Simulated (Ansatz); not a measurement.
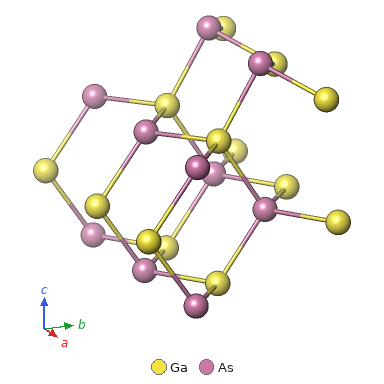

System: H on a slab of content GaAs. The picture shows the clean slab (repeated in the plane, vacuum cut away).

Structure:
```yaml
crystal:
  lattice:
    - [4.00100, 0.00000, 0.00000]
    - [0.00000, 5.65830, 0.00000]
    - [0.00000, 0.00000, 23.00150]
  atoms:
    - { symbol: Ga, position: [0.50000, 0.50000, 0.36954] }
    - { symbol: As, position: [0.00000, 0.25000, 0.36954] }
    - { symbol: Ga, position: [0.00000, 0.00000, 0.45651] }
    - { symbol: As, position: [0.50000, 0.75000, 0.45651] }
    - { symbol: Ga, position: [0.50000, 0.50525, 0.54845] }
    - { symbol: As, position: [0.00000, 0.25760, 0.54357] }
    - { symbol: Ga, position: [0.00000, 0.93789, 0.61241] }
    - { symbol: As, position: [0.50000, 0.72521, 0.64066] }
```

Input of one of the runs behind the figure:
```
crystal:
  lattice:
    - [4.0010046536, 0.0, 0.0]
    - [0.0, 5.6582750442, 0.0]
    - [0.0, 0.0, 25.0015069804]
  atoms:
    - { symbol: Ga, position: [0.5, 0.5, 0.3399795063] }
    - { symbol: As, position: [0.0, 0.25, 0.3399795063] }
    - { symbol: Ga, position: [0.0, 0.0, 0.4199947761] }
    - { symbol: As, position: [0.5, 0.75, 0.4199947761] }
    - { symbol: Ga, position: [0.5, 0.505245758, 0.5045739962] }
    - { symbol: As, position: [0.0, 0.2576006617, 0.5000867166] }
    - { symbol: Ga, position: [0.0, -0.0621055616, 0.5634242047] }
    - { symbol: As, position: [0.5, 0.7252137995, 0.5894063527] }
    - { symbol: H, position: [0.5, 0.7252137995, 0.6494027361], spin: 1.0 }
basis:
  ecutwfc: 420
kpoints:
  mp_grid: { grid: [7, 5, 1] }
hamiltonian:
  xc: pbesol
scf:
  occupations: { method: gaussian, width: 0.05 }
output:
  forces: true
  eigenvalues: true
  populations: true
magnetization:
  spin_polarized: true
relax:
  adjacent_minimum: "off"
  f_tol: 0.03
  max_steps: 70
  constraints: [{ sites: [0, 1, 2, 3] }]
efield:
  axis: 3
  dipole_correction: true
  ramp_width: 0.04
```

Command:
```bash
ansatz run input.yaml --threads 2 --pin off --max-ram 5120MiB --backend cpu --events-out ev --progress --plain --runs-dir out
```

Computed with Ansatz 0.2.0: adsorption at several starting sites on a slab cut from the named crystal, one adsorbate a surface cell, the lower planes held, the adsorption energy counts from the clean slab and the free, spin-polarised adsorbate, negative where bound, plane waves with PAW datasets, Γ-centred k mesh. Level: PBEsol, collinear spin.

```json
{"setting": "crystal formula", "value": "GaAs"}
{"setting": "crystal space group number", "value": "216"}
{"setting": "Miller index h", "value": "1"}
{"setting": "Miller index k", "value": "1"}
{"setting": "Miller index l", "value": "0"}
{"setting": "top plane", "value": "GaAs"}
{"setting": "bottom plane", "value": "GaAs"}
{"setting": "planes", "value": "4"}
{"setting": "surface cell", "value": "(1, 1)"}
{"setting": "slab thickness as cut", "value": "6 Å"}
{"setting": "vacuum", "value": "17 Å"}
{"setting": "surface area", "value": "22.64 Å²"}
{"setting": "wave cutoff", "value": "420 eV"}
{"setting": "k mesh", "value": "7×5×1"}
{"setting": "occupations", "value": "Gaussian"}
{"setting": "smearing width", "value": "0.05 eV"}
{"setting": "boundary", "value": "dipole corrected"}
{"setting": "adsorbate", "value": "H"}
```

Sites are named by a rule of distances and placed in fractions of the cell vectors a and b; the slab's top layers relax too; key: 1 = top site at (0.50, 0.72); 2 = hollow site at (0.00, 0.46).

Predict the adsorption energy of each starting site.

The adsorbate slid sideways from no. 1 (by 0.7 Å) and no. 2 (by 1.2 Å). Among these starts the lowest is no. 1, at −1.761 eV; no. 2 is 0.723 eV higher. The height over highest slab atom, in Å, is 0.915 for no. 1 and −0.732 for no. 2. The lateral move, in Å, is 0.73 for no. 1 and 1.22 for no. 2. The dipole change, in e Å, is 0.049 for no. 1 and 0.021 for no. 2.

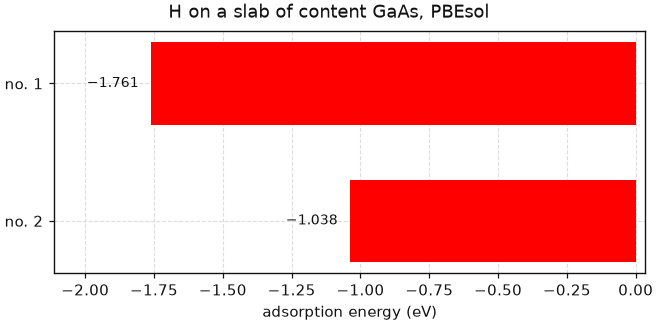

Keep in mind: a crossing between the sampled k points may be missed; odd k mesh can miss points on the zone edge; starting moments lost; xc potential rough in thin density.
